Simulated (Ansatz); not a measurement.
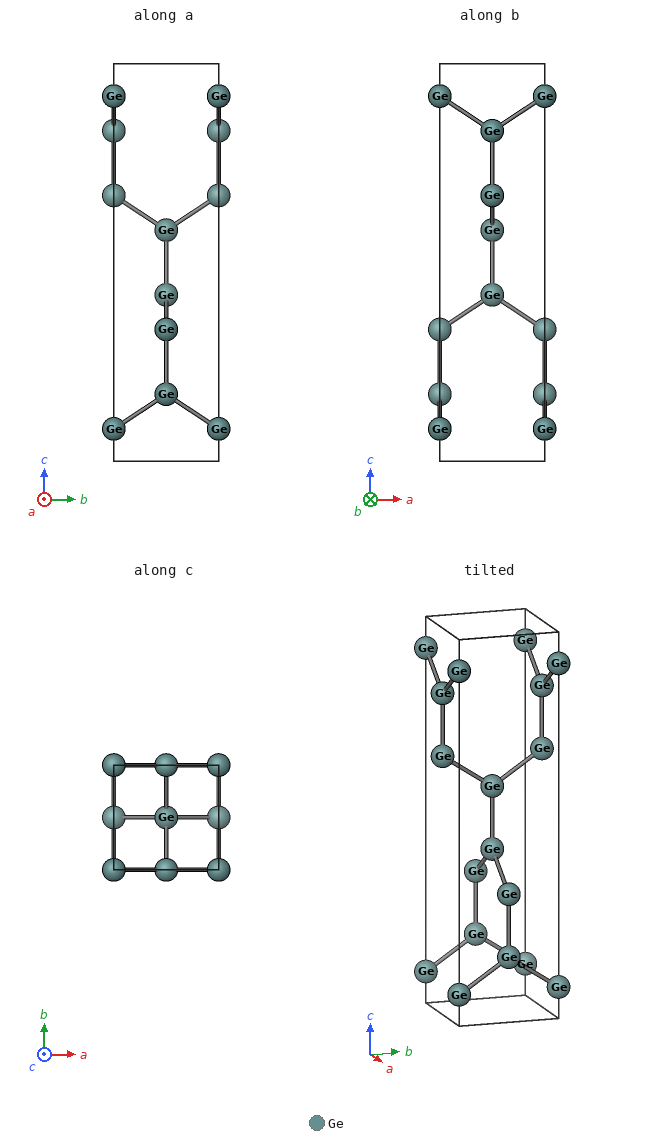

We look at a ball-and-stick model of the crystal along the a axis, along the b axis, along the c axis and slightly off an axis. The conventional unit cell is drawn as a box.

Lattice parameters: a = 3.9983 Å, b = 3.9983 Å, c = 15.1622 Å, α = 90.000°, β = 90.000°, γ = 90.000°.

Put the structure into a CIF with its space group and independent sites, with free fractional coordinates to two decimals.

Answer.
```cif
data_structure
_symmetry_space_group_name_H-M 'I 41/a m d :1'
_symmetry_Int_Tables_number 141
_cell_length_a 3.9983
_cell_length_b 3.9983
_cell_length_c 15.1622
_cell_angle_alpha 90.000
_cell_angle_beta 90.000
_cell_angle_gamma 90.000
_cell_volume 242.38
loop_
_atom_site_label
_atom_site_type_symbol
_atom_site_symmetry_multiplicity
_atom_site_Wyckoff_symbol
_atom_site_fract_x
_atom_site_fract_y
_atom_site_fract_z
_atom_site_occupancy
Ge1 Ge 8 e 0.00 0.00 0.08 1
```

The structure was taken from a structure type filled with this element by a generator (whether the element takes this form wasn't checked). Cell shown after relaxation with DFT PBE, scalar-relativistic, plane waves, PAW (Ansatz).
